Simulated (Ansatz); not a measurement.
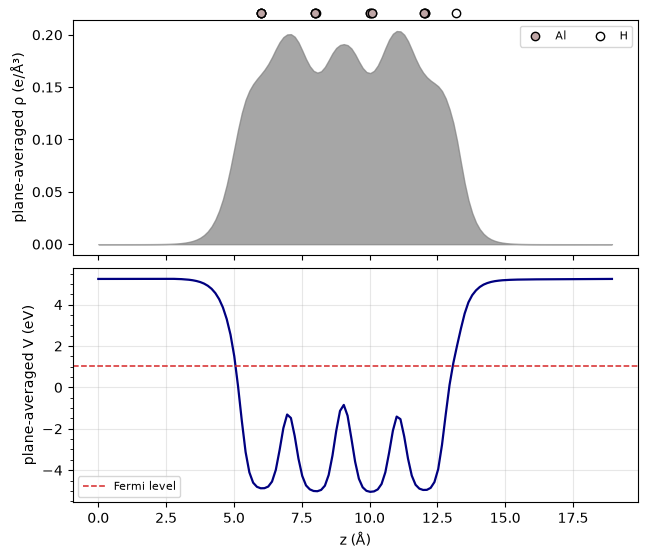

*Al16H (slab). Plane average of the electrostatic potential (local pseudopotential plus Hartree) felt by an electron and of the valence pseudo-density across the slab. Circles mark the heights of the atoms.*

Computed without spin polarisation.

Theory: Ansatz 0.2.0, DFT PBE, scalar-relativistic, plane waves, PAW.

Core electrons are frozen (PAW), and the valence fields are smoothed inside the atomic spheres.

What is the work function?

Answer. The potential is flat in the vacuum, 4.2 eV above the Fermi level; this is the work function, the same on both faces.

How thick is the slab, and how wide the vacuum?

Answer. The outermost nuclei are 7.2 Å apart, in 5 atomic planes; the vacuum between periodic images is 11.9 Å wide.
